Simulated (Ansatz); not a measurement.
# Te₇Mo₄ (cell charge +2, with a compensating background) (distorted or defective cell): what the fields show

```yaml
crystal:
  lattice:
    - [3.49516, -6.05380, 0.00000]
    - [-6.99033, 0.00000, 0.00000]
    - [0.00000, 0.00000, -7.62428]
  atoms:
    - { symbol: Te, position: [0.66667, 0.33333, 0.23858] }
    - { symbol: Te, position: [0.16667, 0.83333, 0.23858] }
    - { symbol: Te, position: [0.66667, 0.83333, 0.23858] }
    - { symbol: Te, position: [0.16667, 0.33333, 0.76142] }
    - { symbol: Te, position: [0.66667, 0.33333, 0.76142] }
    - { symbol: Te, position: [0.16667, 0.83333, 0.76142] }
    - { symbol: Te, position: [0.66667, 0.83333, 0.76142] }
    - { symbol: Mo, position: [0.00000, 0.00000, 0.00000] }
    - { symbol: Mo, position: [0.50000, 0.00000, 0.00000] }
    - { symbol: Mo, position: [0.00000, 0.50000, 0.00000] }
    - { symbol: Mo, position: [0.50000, 0.50000, 0.00000] }
```

A point of a scan over the structure, not its minimum; changed on purpose from its base cell (Te vacancy; atom 2 moved 0.000 of the way to it and +0.000 A across, host rigid); not relaxed (largest force 0.7 eV/Å); computed without spin polarisation; PAW files of the earlier set (soft_1).

These are results of DFT PBE+D3(BJ), scalar-relativistic, plane waves, PAW in Ansatz 0.2.0, not measurements.

In a PAW calculation such maps are meaningful between the atoms, not at the nuclei.

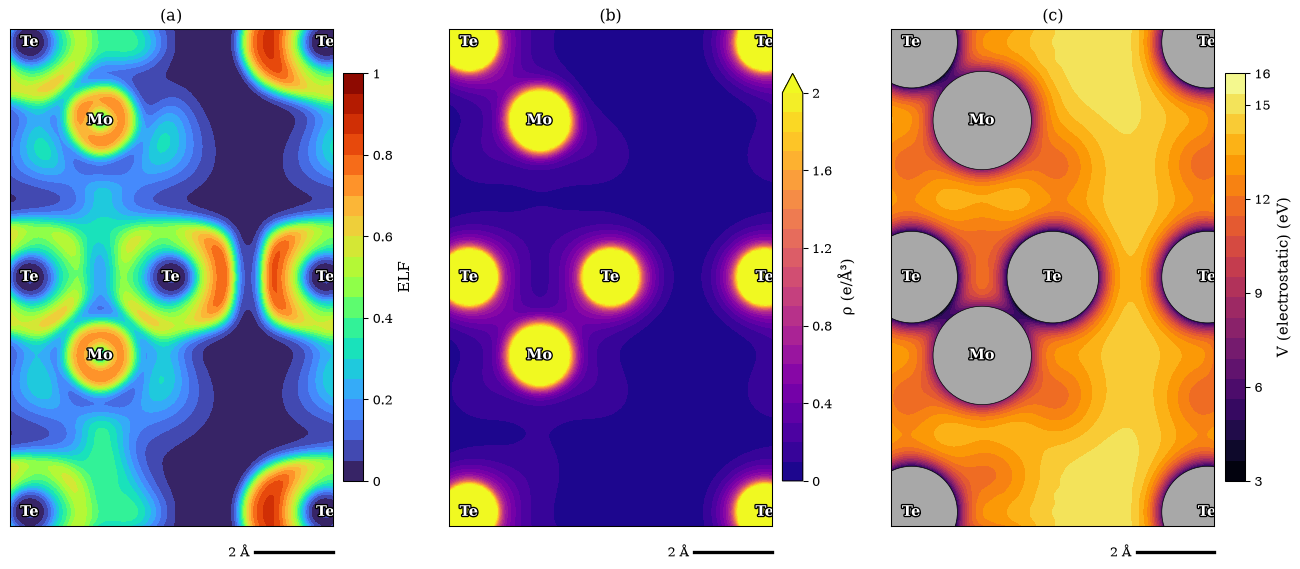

Figure 1. (a) electron localisation function; (b) valence pseudo-density; (c) electrostatic potential (local pseudopotential plus Hartree) felt by an electron on the (110) plane of the calculation cell. Grey discs cover the atomic cores in the potential map.

> Describe what can be read from this map.

- Atoms in the plane: Te and Mo.
- Te–Mo (2.72 Å): ρ at the midpoint is about 0.44 e/Å³; the ELF is about 0.55 at the midpoint.
- Between the atoms the lowest density in this plane is 0.002 e/Å³.
- The features right at Mo lie inside the PAW spheres, where the map follows smoothed inner orbitals and isn't to be read closely.
- Outside the cores the potential energy rises away from the atoms and is highest about 2.7 Å from the nearest atoms; its zero is arbitrary.

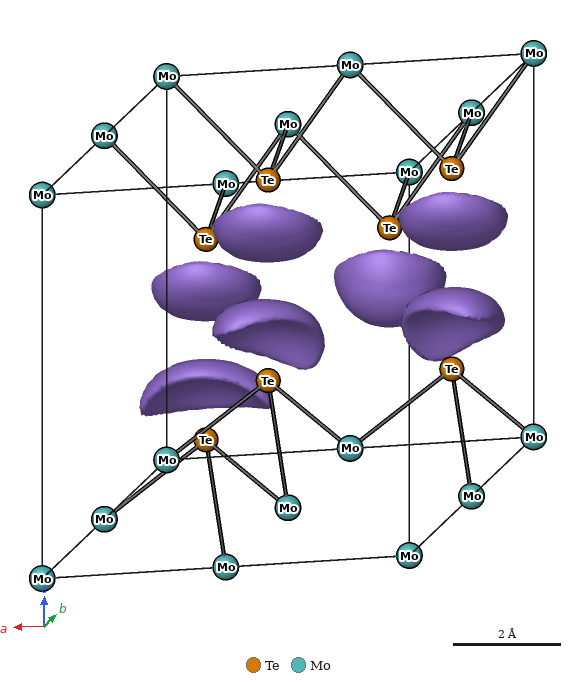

Figure 2. Isosurface of the ELF at 0.7 (purple), seen at an oblique angle. Core shells and regions of very low density are left out. Sticks mark near contacts.

> Where are the electrons localised?

At this value the surface marks out seven lobes on Te, pointing away from the bonds (lone pairs), counted in one cell of 11 atoms. Any copies at cell faces, edges or corners count once.

> Does the calculation make it a metal, or give it a gap?

It is metallic or semimetallic at this level of theory: no gap opens.
